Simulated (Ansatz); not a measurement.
## Bi: an electron-density study

Space group Im-3m; the calculation finds a residual pressure of about −4 GPa at this fixed cell. The cell comes from a database of computed structures, not from a measurement.

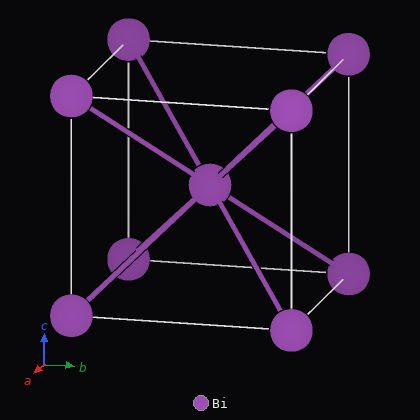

The conventional cell.

```xyz
2
Lattice="3.9629 0.0000 0.0000 0.0000 3.9629 0.0000 0.0000 0.0000 3.9629" Properties=species:S:1:pos:R:3 pbc="T T T"
Bi    0.0000    0.0000    0.0000
Bi    1.9814    1.9814    1.9814
```

Level of theory: DFT LDA, scalar-relativistic, plane waves, PAW (Ansatz 0.2.0).

Core electrons are frozen (PAW), so the maps are meaningful between the atoms, not at the nuclei.

### 1. Bonding charge

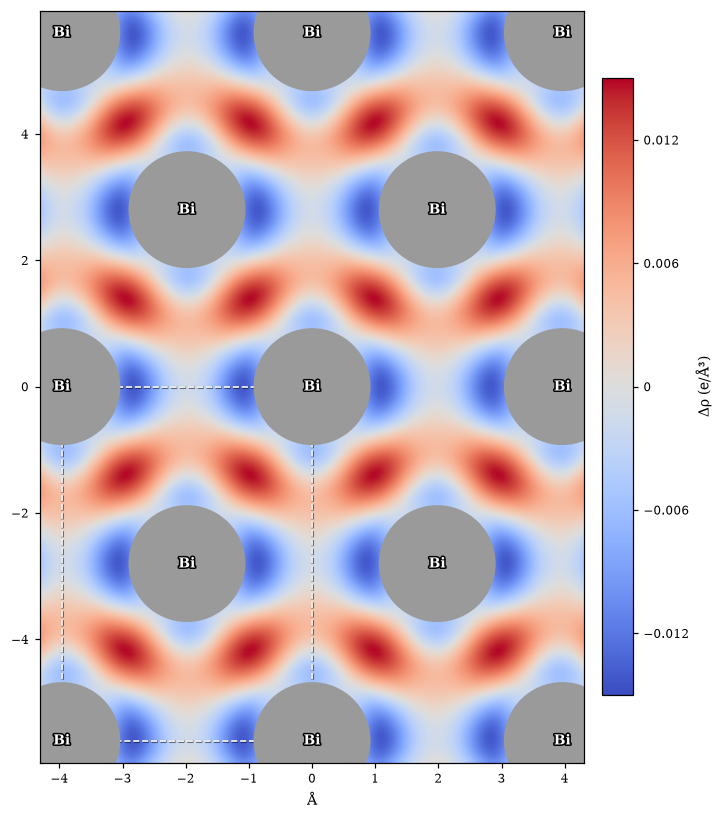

Deformation density (self-consistent density less superposed neutral spherical atoms): a map on the (110) plane of the conventional cell, with grey discs over the atomic cores. Cores are masked to 0.9 Å (Bi).

Q: Describe the bonding charge.

A: Bi–Bi (3.43 Å): Δρ is +0.015 e/Å³ at the midpoint.
Over the whole cell, outside the masked cores, the largest gain, 0.015 e/Å³, lies 1.7 Å from a bismuth nucleus, and the largest loss, 0.014 e/Å³, lies 1.2 Å from a bismuth nucleus.
In all about 0.08 e an atom is rearranged against the free atoms.

### 2. One group of states

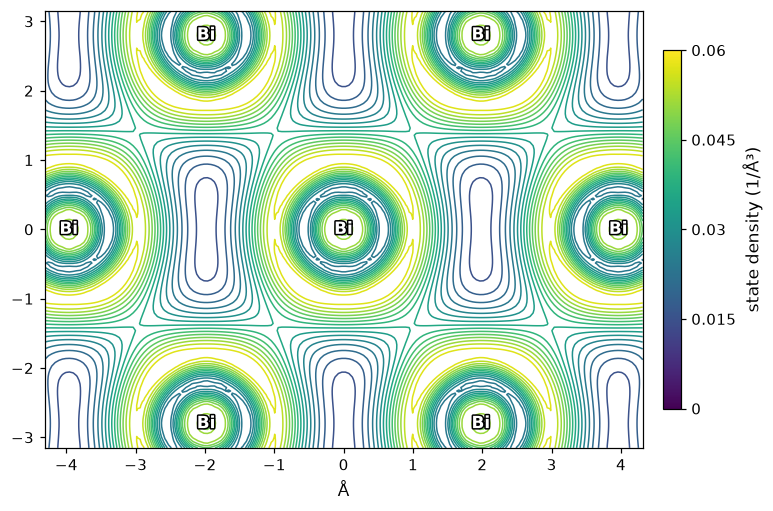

*Density of the Kohn–Sham states from 0.0 to +1.2 eV about the Fermi level (the empty states just over the Fermi level), scaled to one electron a cell: a map on the (101) plane of the conventional cell.*

Q: What is the character of these states?

A: Löwdin projections on the PAW files' atomic orbitals give Bi 6p (over 95 %).

### 3. Change of volume

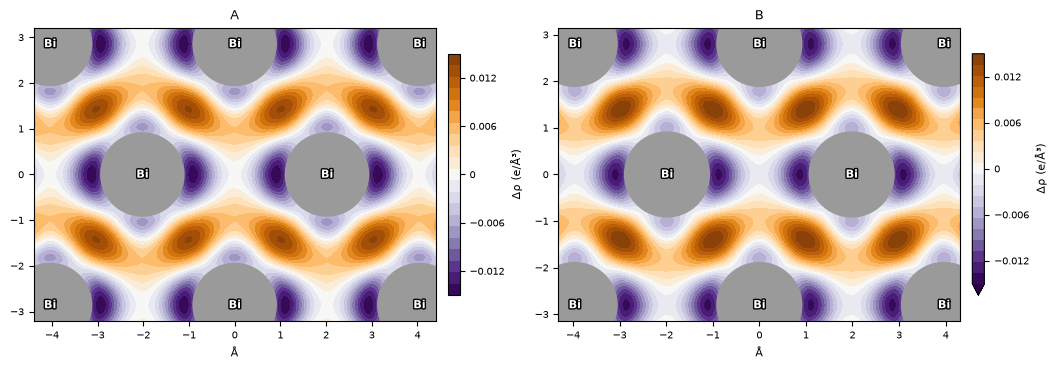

Bi: deformation density on the (110) plane of the conventional cell at two volumes, with the same fractional coordinates and one colour scale. Grey discs cover the cores. Panel A has 106 % of the volume of panel B.

Q: What changes between the database cell and the scaled one?

A: From B to A, Bi–Bi goes from 3.43 to 3.50 Å, and Δρ at its midpoint from +0.015 to +0.014 e/Å³. The pressure is −3.5 GPa in B and −5.9 GPa in A. The rearranged charge is 0.08 e an atom in B and 0.08 e in A.

### 4. Putting it together

The two pressures give a mean stiffness −ΔP/Δln V of about 40 GPa over this range, with the atoms held at their fractional positions.

Run times: 11 s (base cell), 4.2 s (state densities) and 12 s (scaled cell), on 1 thread of Arm Neoverse N1, on a shared host.
